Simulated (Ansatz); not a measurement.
## Al$_{48}$N$_{47}$: geometry relaxation (part 2 of 3)

Continued. System: Al$_{48}$N$_{47}$ (defect cell, 95 atoms in the cell). Method: DFT, PBEsol, PAW, plane waves (Ansatz 0.2.0); cutoff 420 eV, 1×1×1 k-mesh, Fermi–Dirac smearing of 0.01 eV. 

## The program's output, continued
```
relax step   6: F+E_penalty+E_count = -43101.50388713 eV  Δ(F+E_penalty+E_count) = +4.478e-2 eV  max|allowed force component| = 4.843e-1 eV/Å  Δτ_max = 0.0673 Å  (9 SCF iters, rejected (line search))
preconditioner: auto → Resta (q_TF=auto, 2.319 Å⁻¹)  ε∞=4.1  [insulator: Δε(μ)=0.706 eV  Ē_g=12.904 eV  σ=0.010 eV  W_gap=1.00  n_scr=206 (ndim 8)  ℏωp=22.8 eV  f_vac=0.000  D(μ)=0.00/eV (n_scr^D=0)  ε∞_Penn≈4.1]
spin=Collinear: Resta preconditioning applied to the charge; magnetization (m = ρ↑ − ρ↓) channel mixes plain (no charge-response kernel on spin).
  greatest PAW one-centre occupation: 0.793 electrons in one spin orbital (limit 2), on the N atom at site 60 (counted from 0), in its partial waves of l = 0
relax step   7: F+E_penalty+E_count = -43101.56177863 eV  Δ(F+E_penalty+E_count) = -1.311e-2 eV  max|allowed force component| = 5.276e-2 eV/Å  Δτ_max = 0.0327 Å  (8 SCF iters, accepted)
SCF iter   1: F=—  HF=-43101.564230 eV  |F-HF|=—  |Δ(HF+E_count)|=         —  Δρ=4.36e-4 (↑4.36e-4 ↓3.10e-4)  dr2=5.62e-3  dr2_m=2.04e-4  M=1.000 μB ∫|m|=1.074 μB  β_m=0.30  ethr=1.23e-5  ⟨swp⟩=3.0  Hψ=1069  notcnv=0  defer=182
preconditioner: auto → Resta (q_TF=auto, 2.319 Å⁻¹)  ε∞=4.1  [insulator: Δε(μ)=0.720 eV  Ē_g=12.900 eV  σ=0.010 eV  W_gap=1.00  n_scr=206 (ndim 8)  ℏωp=22.8 eV  f_vac=0.000  D(μ)=0.00/eV (n_scr^D=0)  ε∞_Penn≈4.1]
spin=Collinear: Resta preconditioning applied to the charge; magnetization (m = ρ↑ − ρ↓) channel mixes plain (no charge-response kernel on spin).
SCF iter   2: F=—  HF=-43101.563616 eV  |F-HF|=—  |Δ(HF+E_count)|=   6.14e-4  Δρ=3.12e-4 (↑3.12e-4 ↓2.19e-4)  dr2=2.71e-3  dr2_m=1.15e-4  M=1.000 μB ∫|m|=1.075 μB  β_m=0.63  ethr=1.48e-6  ⟨swp⟩=1.5  Hψ=657  notcnv=0  defer=182
SCF iter   3: F=—  HF=-43101.563154 eV  |F-HF|=—  |Δ(HF+E_count)|=   4.62e-4  Δρ=8.62e-5 (↑8.62e-5 ↓5.61e-5)  dr2=2.02e-4  dr2_m=6.16e-6  M=1.000 μB ∫|m|=1.075 μB  β_m=0.61  ethr=7.14e-7  ⟨swp⟩=2.0  Hψ=678  notcnv=0  defer=182
SCF iter   4: F=—  HF=-43101.563146 eV  |F-HF|=—  |Δ(HF+E_count)|=   8.43e-6  Δρ=1.87e-5 (↑1.87e-5 ↓1.48e-5)  dr2=1.06e-5  dr2_m=2.18e-7  M=1.000 μB ∫|m|=1.075 μB  β_m=0.79  ethr=5.32e-8  ⟨swp⟩=2.0  Hψ=713  notcnv=0  defer=182
SCF iter   5: F=—  HF=-43101.563233 eV  |F-HF|=—  |Δ(HF+E_count)|=   8.70e-5  Δρ=4.66e-6 (↑4.58e-6 ↓4.66e-6)  dr2=7.87e-7  dr2_m=7.27e-9  M=1.000 μB ∫|m|=1.075 μB  β_m=0.74  ethr=2.79e-9  ⟨swp⟩=2.0  Hψ=673  notcnv=0  defer=182
iter 6 did not close the SCF: its close was put off for a magnetic moment that had not settled (scf_convergence_deferred on its scf_iter line)
SCF iter   6: F=-43101.563233 eV  HF=-43101.563233 eV  |F-HF|=4.03e-8  |Δ(HF+E_count)|=   1.18e-7  Δρ=1.74e-6 (↑1.74e-6 ↓1.71e-6)  dr2=9.30e-8  dr2_m=4.11e-9  M=1.000 μB ∫|m|=1.075 μB  β_m=0.74  ethr=2.64e-11  ⟨swp⟩=12.5  Hψ=2645  notcnv=0
iter 7 did not close the SCF: its close was put off for a magnetic moment that had not settled (scf_convergence_deferred on its scf_iter line)
SCF iter   7: F=-43101.563233 eV  HF=-43101.563233 eV  |F-HF|=2.36e-9  |Δ(HF+E_count)|=   6.21e-9  Δρ=5.99e-7 (↑5.99e-7 ↓4.78e-7)  dr2=6.58e-9  dr2_m=1.04e-9  M=1.000 μB ∫|m|=1.075 μB  β_m=0.87  ethr=2.45e-11  ⟨swp⟩=1.0  Hψ=1251  notcnv=0
SCF iter   8: F=-43101.563233 eV  HF=-43101.563233 eV  |F-HF|=1.11e-9  |Δ(HF+E_count)|=   5.73e-9  Δρ=2.54e-7 (↑2.54e-7 ↓2.15e-7)  dr2=1.89e-9  dr2_m=8.55e-11  M=1.000 μB ∫|m|=1.075 μB  ethr=1.74e-12  ⟨swp⟩=1.0  Hψ=1343  notcnv=0
SCF 8 converged in 8 iterations: F = -43101.563233 eV  dr2 = 1.89e-9
relax step   8: F+E_penalty+E_count = -43101.56323258 eV  Δ(F+E_penalty+E_count) = -1.454e-3 eV  max|allowed force component| = 4.107e-2 eV/Å  Δτ_max = 0.0165 Å  (8 SCF iters, accepted)
SCF iter   1: F=—  HF=-43101.563954 eV  |F-HF|=—  |Δ(HF+E_count)|=         —  Δρ=1.06e-4 (↑1.06e-4 ↓1.03e-4)  dr2=4.71e-4  dr2_m=2.71e-6  M=1.000 μB ∫|m|=1.075 μB  β_m=0.30  ethr=1.41e-6  ⟨swp⟩=2.0  Hψ=1058  notcnv=0  defer=182
spin=Collinear: Resta preconditioning applied to the charge; magnetization (m = ρ↑ − ρ↓) channel mixes plain (no charge-response kernel on spin).
SCF iter   2: F=—  HF=-43101.563875 eV  |F-HF|=—  |Δ(HF+E_count)|=   7.89e-5  Δρ=7.52e-5 (↑7.52e-5 ↓7.24e-5)  dr2=2.32e-4  dr2_m=1.51e-6  M=1.000 μB ∫|m|=1.075 μB  β_m=0.64  ethr=1.24e-7  ⟨swp⟩=1.0  Hψ=656  notcnv=0  defer=182
SCF iter   3: F=—  HF=-43101.563798 eV  |F-HF|=—  |Δ(HF+E_count)|=   7.66e-5  Δρ=1.74e-5 (↑1.74e-5 ↓1.70e-5)  dr2=1.03e-5  dr2_m=5.33e-8  M=1.000 μB ∫|m|=1.075 μB  β_m=0.60  ethr=6.13e-8  ⟨swp⟩=2.0  Hψ=673  notcnv=0  defer=182
SCF iter   4: F=—  HF=-43101.563877 eV  |F-HF|=—  |Δ(HF+E_count)|=   7.88e-5  Δρ=4.81e-6 (↑4.81e-6 ↓4.65e-6)  dr2=6.99e-7  dr2_m=6.21e-9  M=1.000 μB ∫|m|=1.075 μB  β_m=0.77  ethr=2.71e-9  ⟨swp⟩=2.0  Hψ=696  notcnv=0  defer=182
SCF iter   5: F=-43101.563877 eV  HF=-43101.563877 eV  |F-HF|=2.11e-8  |Δ(HF+E_count)|=   5.10e-8  Δρ=9.97e-7 (↑9.97e-7 ↓9.76e-7)  dr2=3.91e-8  dr2_m=1.56e-10  M=1.000 μB ∫|m|=1.075 μB  ethr=2.64e-11  ⟨swp⟩=10.0  Hψ=2473  notcnv=0
SCF 9 converged in 5 iterations: F = -43101.563877 eV  dr2 = 3.91e-8
relax step   9: F+E_penalty+E_count = -43101.56387682 eV  Δ(F+E_penalty+E_count) = -6.442e-4 eV  max|allowed force component| = 9.864e-3 eV/Å  Δτ_max = 0.0043 Å  (5 SCF iters, accepted)
```

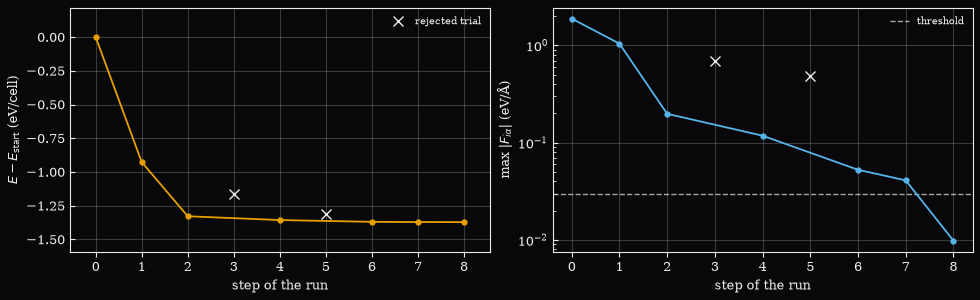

Progress of the relaxation, step by step (the first geometry is step 0 here and step 1 in the log).

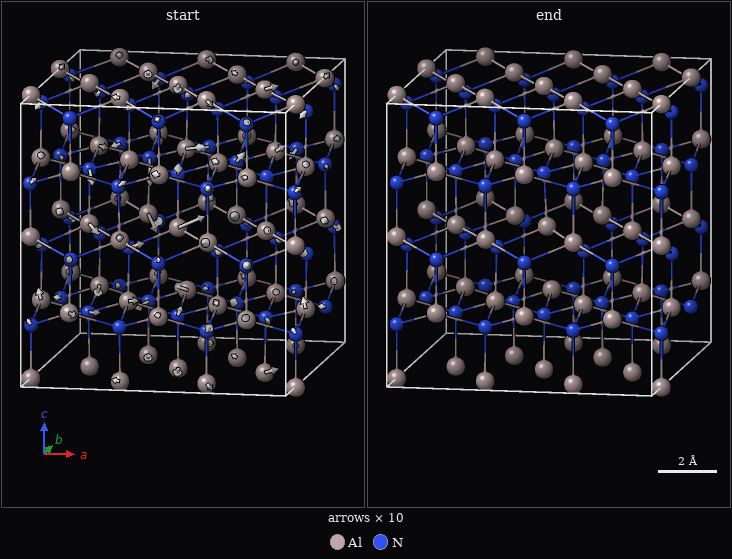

Before (left) and after (right) the relaxation, at one scale (ball-and-stick view of the cell of the calculation, seen slightly off an axis). The white arrows give the displacements, magnified 10 times. After 8 geometry steps the energy has fallen by 1.371 eV per cell of the calculation. Largest force component: 1.9 eV/Å at the start, 0.0099 eV/Å at the end. The line search rejected the trial steps at points 3, 5 (counted from 0) and went back. The largest moves, 0.11 Å, are those of Al35 and N62. Largest moves by element: Al 0.11 Å, N 0.11 Å. The cell doesn't change. Among the contacts that change: Al18–N62 1.790 → 1.897 Å, Al36–N59 1.846 → 1.921 Å, Al46–N91 1.832 → 1.896 Å, Al9–N81 1.841 → 1.905 Å. Among the angles that change: Al17–N67–Al21 109.0° → 114.2°, Al35–N87–Al41 111.2° → 106.2°, N62–Al10–N82 104.9° → 109.6°. (Atoms are counted from 1 in the order of the input.)

```
SCF converged after 5 iterations
Magnetization: 1.0000 μB (190.0000 up, 189.0000 down)
Absolute magnetization: 1.0810 μB (∫|ρ↑−ρ↓|, with the PAW one-centre terms)
Spin contamination: 0.0042 ħ² per cell (⟨S²⟩ above its minimum at these occupations)
Per-site moments (μB) at R_I (Å): [(7.190373100338831e-6, 0.779701799074532), (3.2093241959118525e-5, 0.7796853844124433), (3.832369325367117e-5, 0.7795412868000918), (0.00017978467269902753, 0.7797231077805943), (3.4350990213313765e-5, 0.7794694096899857), (2.8295505707154852e-5, 0.7796452744389761), (0.00012167471870737598, 0.7792789102919558), (0.001448104246853341, 0.775412639338899), (-0.0002
Free energy (F): -43101.563877 eV
Harris-Foulkes:  -43101.563877 eV  (|F-HF|=2.11e-8)
Internal energy: -43101.563877 eV  (E = F + TS)
E sigma→0 (E₀):  -43101.563877 eV
Fermi energy:    10.495679 eV
--- Per-component energies (eV) ---
  E_band       = 660.792510
  E_kinetic    = 7480.258804
  E_local      = -10718.316088  (includes V_loc(G=0)·N_el)
  E_nonlocal   = 2625.053698
  E_hartree    = 3724.515875
  E_xc         = -4769.932772
  E_vxc        = -5077.562266  (∫ρ·V_xc dr)
  E_paw        = -27607.686142  (= ΣΔE_a)
  E_vpaw       = -1097.679107  (= ΣTr[D̂ρ^β])
  E_aug_tail   = 0.004408  (compensation charges beyond the density's cutoff)
  E_ewald      = -13837.700978
  E_core_change = 2.239318  (= ΣΔE_core)
  E_smearing   = -0.000000  (= −TS)
  E_closure    = 0.000000  (closes the sum)
  Σ components = -43101.563877   (vs F -43101.563877, Δ=0.00e0)
--- Forces (eV/Å), atoms counted from 1 ---
  atom   1  Al     0.00073862    -0.00134305    -0.00014324
  atom   2  Al     0.00023739    -0.00055285     0.00033600
  atom   3  Al     0.00083261     0.00064702    -0.00025515
  atom   4  Al    -0.00076651    -0.00061432    -0.00042550
  atom   5  Al    -0.00121765    -0.00134625    -0.00106347
  atom   6  Al     0.00246956    -0.00034484     0.00044348
  atom   7  Al    -0.00086618     0.00044089     0.00212161
  atom   8  Al     0.00018621    -0.00058491     0.00058078
  atom   9  Al    -0.00292015    -0.00187001    -0.00059744
  atom  10  Al    -0.00036452     0.00098247     0.00203627
  atom  11  Al    -0.00002046     0.00007708    -0.00120089
  atom  12  Al    -0.00036445     0.00033201     0.00054717
  atom  13  Al    -0.00041368    -0.00074989    -0.00018350
  atom  14  Al     0.00057830    -0.00115381     0.00033203
  atom  15  Al    -0.00080390     0.00312171    -0.00163184
  atom  16  Al    -0.00036962    -0.00122067     0.00302671
  atom  17  Al     0.00338360    -0.00172538     0.00613348
  atom  18  Al    -0.00353323     0.00060550     0.00478281
  atom  19  Al     0.00207207     0.00374064    -0.00004926
  atom  20  Al    -0.00037805    -0.00140691     0.00098120
  atom  21  Al     0.00101454    -0.00176903     0.00045720
  atom  22  Al    -0.00020356     0.00031125    -0.00032347
  atom  23  Al    -0.00015804     0.00186134    -0.00084949
  atom  24  Al     0.00042183     0.00184122     0.00179265
  atom  25  Al     0.00125311     0.00033563    -0.00008564
  atom  26  Al    -0.00046475    -0.00081687    -0.00076133
  atom  27  Al    -0.00074046     0.00006906    -0.00146880
  atom  28  Al     0.00079993    -0.00072798     0.00053355
  atom  29  Al     0.00290394    -0.00084018    -0.00125501
  atom  30  Al    -0.00100531     0.00028732    -0.00057167
  atom  31  Al    -0.00143587     0.00008094    -0.00083233
  atom  32  Al    -0.00124882     0.00024122    -0.00187152
  atom  33  Al     0.00015178    -0.00250023     0.00078399
  atom  34  Al    -0.00016284    -0.00040782    -0.00124311
  atom  35  Al    -0.00986455     0.00254347    -0.00324233
  atom  36  Al     0.00150013     0.00033229     0.00235687
  atom  37  Al     0.00401867    -0.00095855     0.00650358
  atom  38  Al    -0.00019549     0.00014491    -0.00285263
  atom  39  Al    -0.00262302     0.00234412    -0.00017329
  atom  40  Al    -0.00054066    -0.00081889     0.00017663
  atom  41  Al     0.00125593     0.00547043    -0.00251655
  atom  42  Al    -0.00068405    -0.00110770    -0.00090605
  atom  43  Al    -0.00451118    -0.00160256    -0.00868317
  atom  44  Al    -0.00053911     0.00118826    -0.00012773
  atom  45  Al    -0.00004745    -0.00126782    -0.00163701
  atom  46  Al    -0.00052720     0.00067707     0.00049966
  atom  47  Al     0.00168164     0.00015207    -0.00027409
  atom  48  Al    -0.00131728    -0.00106351    -0.00150516
  atom  49  N     -0.00026164    -0.00008707     0.00069098
  atom  50  N     -0.00134976     0.00087169    -0.00084007
  atom  51  N      0.00038415    -0.00016812    -0.00065114
  atom  52  N     -0.00024725     0.00023689     0.00080071
  atom  53  N      0.00034696    -0.00028774    -0.00036664
  atom  54  N      0.00040238    -0.00033510    -0.00112592
  atom  55  N     -0.00010561     0.00002245    -0.00003333
  atom  56  N      0.00036323     0.00045722     0.00030227
  atom  57  N      0.00021743    -0.00112208    -0.00096968
  atom  58  N     -0.00257132    -0.00001162    -0.00103804
  atom  59  N      0.00273214    -0.00147468    -0.00258847
  atom  60  N      0.00150628     0.00371404    -0.00431027
  atom  61  N      0.00104088    -0.00068452     0.00144728
  atom  62  N     -0.00041854    -0.00099791     0.00156049
  atom  63  N     -0.00021121    -0.00006675     0.00047602
  atom  64  N     -0.00055292    -0.00046628    -0.00129474
  atom  65  N     -0.00059144     0.00060803    -0.00017128
  atom  66  N      0.00102434     0.00076645     0.00056444
  atom  67  N     -0.00202120    -0.00008261     0.00161984
  atom  68  N      0.00063872    -0.00342833    -0.00117392
  atom  69  N     -0.00132780    -0.00047343    -0.00131831
  atom  70  N      0.00025012     0.00012361     0.00009867
  atom  71  N      0.00030510    -0.00026656     0.00012097
  atom  72  N     -0.00048166     0.00025621     0.00002833
  atom  73  N     -0.00025732    -0.00058779    -0.00061427
  atom  74  N     -0.00082344     0.00016827    -0.00071374
  atom  75  N      0.00002664    -0.00109489     0.00070541
  atom  76  N      0.00004318    -0.00000601     0.00076415
  atom  77  N     -0.00124684     0.00122021     0.00067262
  atom  78  N     -0.00027176    -0.00031629     0.00017787
  atom  79  N     -0.00045536    -0.00124340     0.00429145
  atom  80  N     -0.00037602    -0.00053597    -0.00146005
  atom  81  N      0.00246378    -0.00015071    -0.00016865
  atom  82  N      0.00078748     0.00037497     0.00123409
  atom  83  N      0.00148332    -0.00100838     0.00135501
  atom  84  N      0.00205148     0.00059196     0.00027595
  atom  85  N      0.00105195    -0.00021141     0.00003310
  atom  86  N      0.00086108     0.00152914     0.00083649
  atom  87  N      0.00042089     0.00016839     0.00158206
  atom  88  N      0.00064185    -0.00067511    -0.00050630
  atom  89  N      0.00057929     0.00038430    -0.00154333
  atom  90  N     -0.00069900     0.00013056    -0.00213113
  atom  91  N      0.00023816     0.00049307    -0.00033350
  atom  92  N      0.00082195    -0.00087695     0.00444189
  atom  93  N     -0.00041570     0.00152081    -0.00152273
  atom  94  N      0.00482054     0.00341233     0.00270054
  atom  95  N      0.00196048    -0.00140284     0.00053998
  max |Σ_I F_I| component: 1.40e-4 eV/Å
--- Band table (eV) ---
```
